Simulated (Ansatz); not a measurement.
H₁₀CO₅: several calculations on one system

## 1. Relaxation

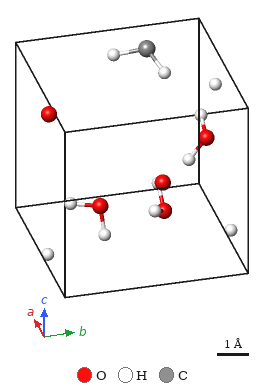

An amorphous cell of composition H10CO5, before the relaxation. The picture is a ball-and-stick view of the cell of the calculation, seen from a free direction.

The cell holds 4 H2O + 1 H2CO. The run prepares the start of a later molecular dynamics calculation, from a guessed geometry.

All numbers below come from Ansatz 0.2.0, DFT PBE-D3(BJ), scalar-relativistic, plane waves, PAW.

Input
```yaml
crystal:
  lattice:
    - [6.173631, 0.0, 0.0]
    - [0.0, 6.173631, 0.0]
    - [0.0, 0.0, 6.173631]
  atoms:
    - { symbol: O, position: [0.3653777, 1.0101239, 0.9092351] }
    - { symbol: H, position: [0.3588907, 1.0023752, 1.0657968] }
    - { symbol: H, position: [0.5091423, 0.9577458, 0.8745663] }
    - { symbol: O, position: [0.3490877, 0.6346026, 0.2426594] }
    - { symbol: H, position: [0.3851139, 0.6119483, 0.3936646] }
    - { symbol: H, position: [0.4867398, 0.621864, 0.1684753] }
    - { symbol: O, position: [0.1707983, 0.238246, 0.4261612] }
    - { symbol: H, position: [0.0646293, 0.2340298, 0.3107314] }
    - { symbol: H, position: [0.2255198, 0.0913603, 0.4327808] }
    - { symbol: O, position: [0.7127436, 0.9632478, 0.439061] }
    - { symbol: H, position: [0.6945858, 0.9291599, 0.5911201] }
    - { symbol: H, position: [0.6366316, 0.8478099, 0.3649346] }
    - { symbol: O, position: [0.9663786, 0.7934375, 1.0544282] }
    - { symbol: C, position: [0.9670771, 0.7064863, 0.8769517] }
    - { symbol: H, position: [0.9534385, 0.7999284, 0.725138] }
    - { symbol: H, position: [0.9813884, 0.5293009, 0.8578368] }
basis:
  ecutwfc: 420.0
kpoints:
  mp_grid: { grid: [1, 1, 1] }
hamiltonian:
  xc: pbe
  dispersion: d3bj
scf:
  occupations: { method: fermi_dirac, width: 0.05 }
  lower_state_search: "off"
relax:
  f_tol: 0.3
  max_steps: 15
  adjacent_minimum: "off"
```

Launched with:
```bash
ansatz run input.yaml --threads 1 --pin off --max-ram 3072MiB --backend cpu --events-out ev --progress --plain --runs-dir out
```

Where does the relaxation end?

Answer. After 8 geometry steps the energy has fallen by 91.6 meV per atom. The largest force component goes from 0.93 to 0.27 eV/Å. The atom that moves furthest is O13 (1.08 Å along [−2 −1 −1]). Largest moves by element: O 1.08 Å, H 0.87 Å, C 0.52 Å. The lattice vectors keep their values. Near-neighbour distances that change, for instance: C14–H15 1.104 → 1.113 Å, O10–H11 0.969 → 0.976 Å. Bond angles that change, for instance: H2–O1–H3 104.0° → 101.3°.

Step by step:

```
step  E − E(0), meV/atom  largest force component, eV/Å
   0                0.00                         0.9295
   1              -13.70                         2.1937
   2              -17.73                         3.4793
   3              -36.08                         2.7541
   4              -54.12                         2.0170
   5              -71.51                         1.1927
   6              -82.27                         0.9496
   7              -87.50                         0.4643
   8              -91.57                         0.2672
```

Final geometry:

```xyz
16
Lattice="6.1736 0.0000 0.0000 0.0000 6.1736 0.0000 0.0000 0.0000 6.1736" Properties=species:S:1:pos:R:3 pbc="T T T"
O     2.9473    0.1100    5.4612
H     2.3124    5.8928    6.0960
H     3.7870    5.8536    5.7380
O     2.5686    4.1296    1.5231
H     1.9856    3.4440    1.9189
H     3.2406    3.6210    1.0320
O     0.8819    1.9157    2.8108
H     0.0542    1.4210    2.6301
H     1.4791    1.2477    3.1969
O     4.3861    0.0527    2.9392
H     3.8179    0.1450    3.7278
H     3.9181    5.5417    2.4162
O     5.1120    4.4709    6.0140
C     5.7917    3.9531    5.1429
H     5.8732    4.4147    4.1334
H     0.1689    3.0007    5.3110
```

The end point in the same view:

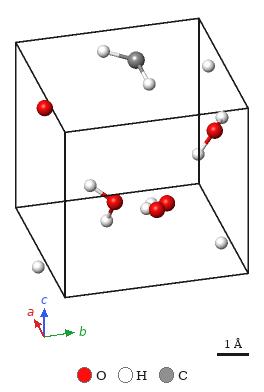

Limits of the set-up: the periodic images lie only 6.2 Å apart, so the values are limited by the cell's size.

## 2. Dynamics

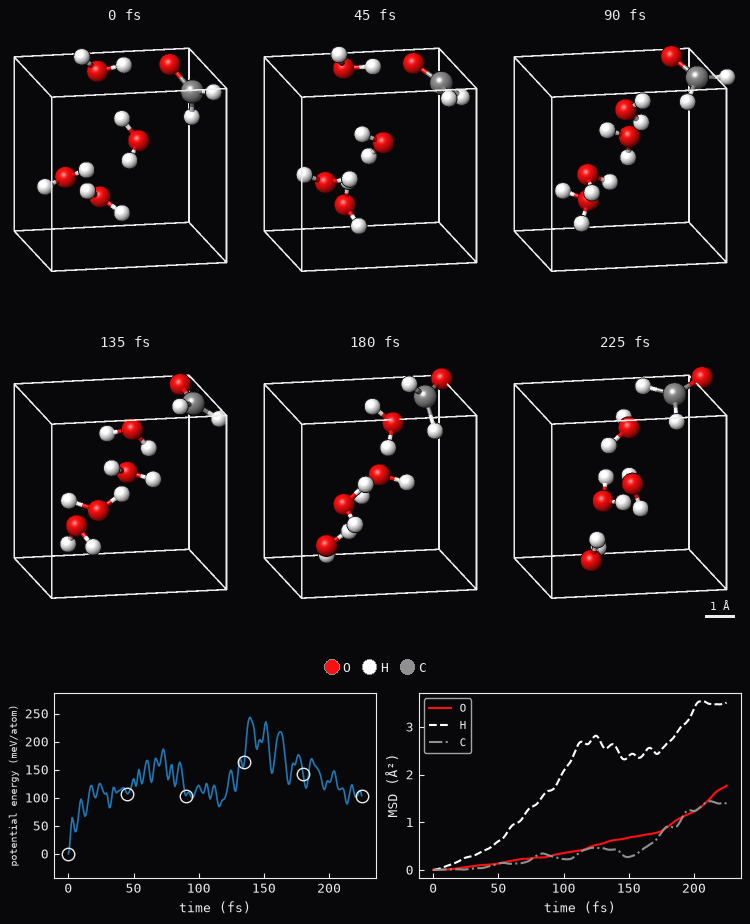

A Born-Oppenheimer molecular dynamics run of a periodic cell with 4 H2O + 1 H2CO at 0.72 g/cm³, 225 fs long. Frames and the history of the run. A ball-and-stick model of the simulation cell, seen slightly off an axis. Atoms that leave the cell re-enter on the other side.

Method: DFT PBE-D3(BJ), scalar-relativistic, plane waves, PAW in Ansatz 0.2.0. Set-up: plane-wave cutoff 420 eV; k-point mesh 1 × 1 × 1; Fermi-Dirac smearing 0.05 eV; Langevin thermostat (NVT); set temperature 1500 K; time step 0.75 fs; H given the mass 2.014 u; friction 0.02 per fs.

Question: What happens in this trajectory?

Answer: Root-mean-square distances from the starting positions over the second half, with the common drift of all atoms taken out: H 1.68 Å, O 0.96 Å, C 0.88 Å. The molecules turn and drift from their places. Over the second half the temperature averages 1590 K (spread ±187 K). The potential energy in the second half lies on average 150 meV per atom above the first frame.

Limits of the set-up: masses were changed (H 2.014 u), which shifts the vibrations; the periodic images lie only 6.2 Å apart, so the values are limited by the cell's size.

Cost: 3.7 min on 1 thread of Intel(R) Xeon(R) Platinum 8488C (Sapphire Rapids), with other jobs on the host, peak memory 0.41 GiB.

## 3. Dynamics

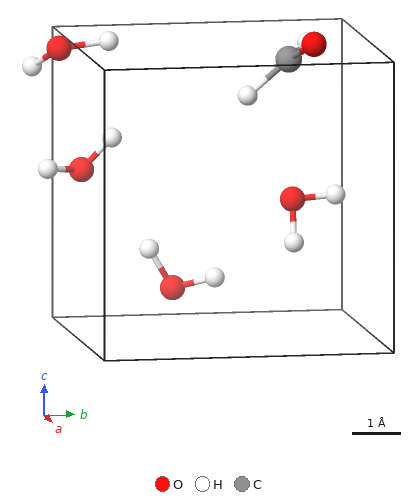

Starting frame of a dynamics run of a periodic cell with 4 H2O + 1 H2CO at 0.72 g/cm³. It starts from the last geometry of an earlier run, with fresh velocities. The picture is a ball-and-stick view of the simulation cell, seen slightly off an axis.

Method: DFT PBE-D3(BJ), scalar-relativistic, plane waves, PAW (Ansatz).

Input
```yaml
crystal:
  lattice:
    - [6.173631, 0.0, 0.0]
    - [0.0, 6.173631, 0.0]
    - [0.0, 0.0, 6.173631]
  atoms:
    - { symbol: O, position: [0.3025002, 0.96346831, 0.96832787] }
    - { symbol: H, position: [0.17176184, 0.89350982, 0.88848012] }
    - { symbol: H, position: [0.3096286, 1.13364187, 0.9898601] }
    - { symbol: O, position: [0.17575838, 0.3782653, 0.11512073] }
    - { symbol: H, position: [0.24632503, 0.51165072, 0.15710728] }
    - { symbol: H, position: [0.1920216, 0.29470736, 0.25328373] }
    - { symbol: O, position: [0.17632389, 0.06361023, 0.52962251] }
    - { symbol: H, position: [0.21386174, 0.16180194, 0.64293329] }
    - { symbol: H, position: [0.26333962, -0.06841091, 0.5483779] }
    - { symbol: O, position: [0.4890683, 0.7365722, 0.45675055] }
    - { symbol: H, position: [0.53389995, 0.73349346, 0.31446969] }
    - { symbol: H, position: [0.50258988, 0.88249312, 0.47041909] }
    - { symbol: O, position: [0.88763211, 0.73931193, 1.04850103] }
    - { symbol: C, position: [0.71781014, 0.68237555, 0.9732478] }
    - { symbol: H, position: [0.69992818, 0.54378391, 0.84909926] }
    - { symbol: H, position: [0.55729948, 0.77440978, 1.0063339] }
basis:
  ecutwfc: 420.0
kpoints:
  mp_grid: { grid: [1, 1, 1] }
hamiltonian:
  xc: pbe
  dispersion: d3bj
scf:
  occupations: { method: fermi_dirac, width: 0.05 }
  lower_state_search: "off"
md:
  timestep: 0.5
  n_steps: 400
  ensemble: nvt_langevin
  temperature: 1500.0
  initial_velocities: maxwell_boltzmann
  seed: 664681
  friction: 0.05
  masses: [{ species: H, mass: 2.014 }]
```

Command:
```bash
ansatz run input.yaml --threads 1 --pin off --max-ram 3072MiB --backend cpu --events-out ev --progress --plain --runs-dir out
```

Question: What does the trajectory do?

Answer: The mean temperature in the second half is 1501 K (standard deviation 258 K). The potential energy is still drifting at the end, so the run hasn't reached equilibrium. The potential energy in the second half lies on average 32.3 meV per atom above the first frame. Root-mean-square distances from the starting positions over the second half, with the common drift of all atoms taken out: H 1.40 Å, O 0.77 Å, C 0.53 Å. The heavy atoms stay within a fraction of a molecule's size of their starting places, while the hydrogen atoms travel further, as molecules turn; so short a run doesn't tell a liquid from a solid.

Along the run (each row but the first and the last is the mean over the interval that it begins):

```json
{"time (fs)": "0.0", "potential energy (meV/atom)": "0.0", "T (K)": "1406"}
{"time (fs)": "20.0", "potential energy (meV/atom)": "24.6", "T (K)": "1524"}
{"time (fs)": "40.0", "potential energy (meV/atom)": "31.5", "T (K)": "1762"}
{"time (fs)": "60.0", "potential energy (meV/atom)": "34.0", "T (K)": "1570"}
{"time (fs)": "80.0", "potential energy (meV/atom)": "45.6", "T (K)": "1468"}
{"time (fs)": "100.0", "potential energy (meV/atom)": "11.5", "T (K)": "1363"}
{"time (fs)": "120.0", "potential energy (meV/atom)": "-0.2", "T (K)": "1390"}
{"time (fs)": "140.0", "potential energy (meV/atom)": "37.0", "T (K)": "1431"}
{"time (fs)": "160.0", "potential energy (meV/atom)": "59.3", "T (K)": "1430"}
{"time (fs)": "180.0", "potential energy (meV/atom)": "53.6", "T (K)": "1880"}
{"time (fs)": "200.0", "potential energy (meV/atom)": "35.2", "T (K)": "2021"}
```

The paths of the atoms:

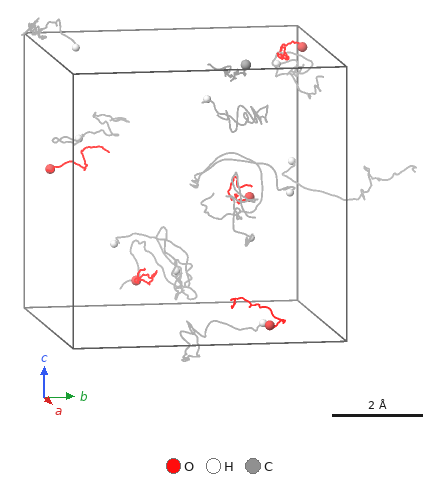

Limits of the set-up: masses were changed (H 2.014 u), which shifts the vibrations; the periodic images lie only 6.2 Å apart, so the values are limited by the cell's size.
